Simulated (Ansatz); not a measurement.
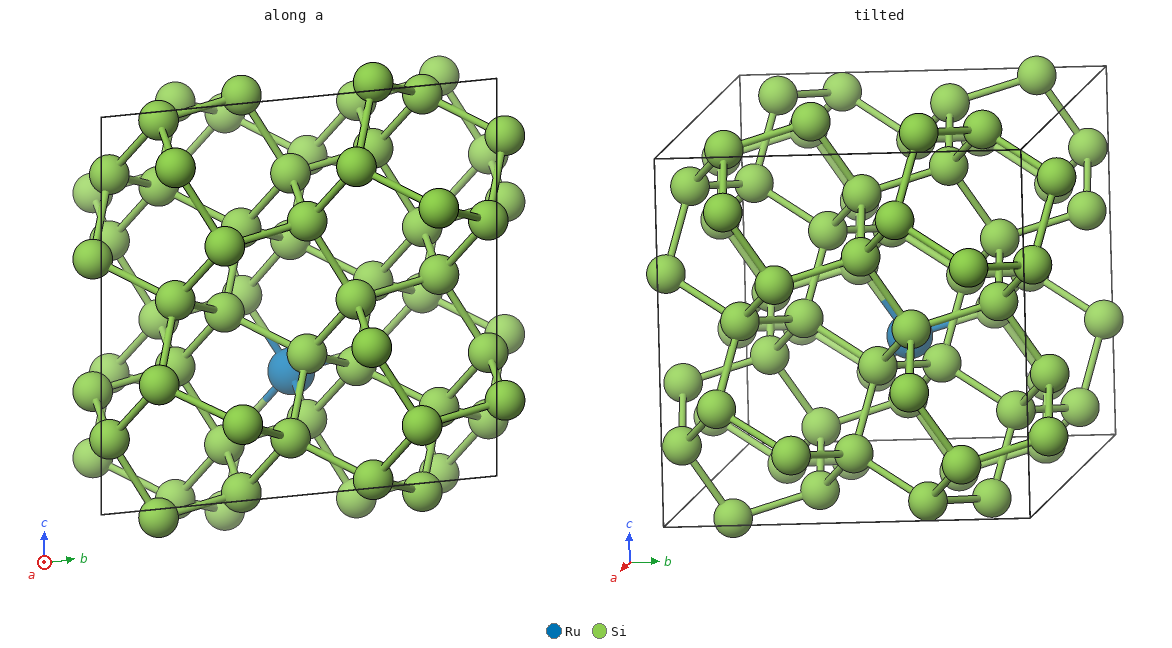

This ball-and-stick model is shown along the a axis and slightly off an axis. The simulation cell is drawn as a box.

Si$_{47}$Ru, space group R3 (No. 146), a = 9.99 Å, b = 9.99 Å, c = 9.99 Å, α = 83.76°, β = 83.76°, γ = 83.76°.

Calculation details: DFT PBE, scalar-relativistic, plane waves, PAW (Ansatz 0.2.0); an energy cutoff of 420 eV, a 2×2×2 k-point grid, Gaussian smearing of 0.02 eV, collinear spins.

Question: Does it come out as a metal, or with a gap?

Answer: A semiconductor at this level, with a gap of 0.98 eV on the k-mesh (the true edges may lie between mesh points, so the gap can be somewhat smaller).

Its origin is a structure listed in the Materials Project, repeated into a supercell with a point defect put in. The atoms were relaxed in a fixed cell with DFT PBE, scalar-relativistic, plane waves, PAW in Ansatz 0.2.0.
